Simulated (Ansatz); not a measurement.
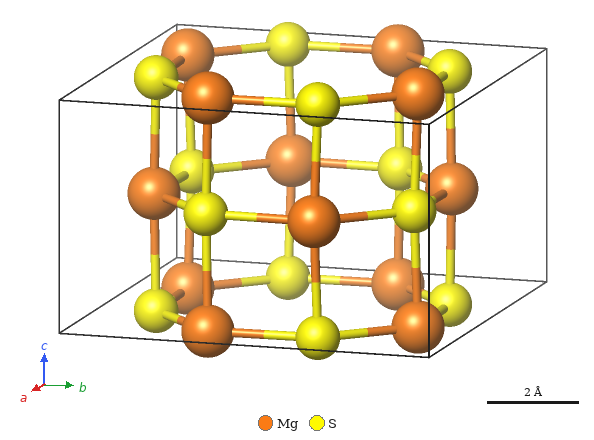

Ball-and-stick drawing of the structure, looking slightly off an axis. The parallelepiped is the conventional unit cell. Cell: a = 8.56 Å, b = 8.56 Å, c = 5.25 Å, α = 90.00°, β = 90.00°, γ = 90.00°.

The structure comes from a structure type filled with these elements by a generator (whether the compound takes this form wasn't checked). Earlier steps of the study may have refined or changed the cell and positions. Ansatz was used for an electronic-structure calculation on it.

Question: What structure is drawn here?

Answer: The solid is MgS. It takes space group I4/mcm (No. 140) on a body-centred tetragonal lattice. In the cell are 8 Mg, 8 S, which makes 8 formula units. The neighbours of Mg are five S at about 2.5 to 2.6 Å. About every S there are five Mg at about 2.5 to 2.6 Å. The bonds build a three-dimensional framework.

The calculation used DFT PBE, scalar-relativistic, plane waves, PAW (Ansatz), with wavefunction cutoff 420 eV, k-points about 0.23 Å⁻¹ apart, Gaussian smearing of 0.02 eV, no spin polarisation.

Question: Is the electronic structure metallic or gapped?

Answer: A semiconductor at this level, with a gap of 2.94 eV, direct.

Question: State the Bader charges by element.

Answer: Mg +1.66 e; S -1.66 e.

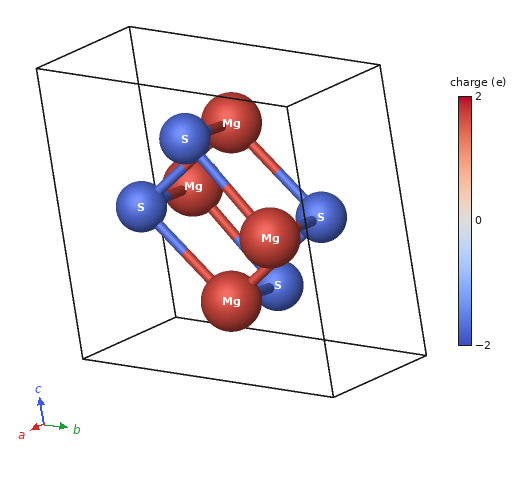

The atoms coloured by those charges. The run's cell of 8 atoms is drawn in a reduced setting, so axes and origin can differ from the first picture.

Question: Does the calculation find this structure at rest?

Answer: Yes. All forces vanish to within 0.01 eV/Å. The pressure is 0.0 GPa, close to zero.
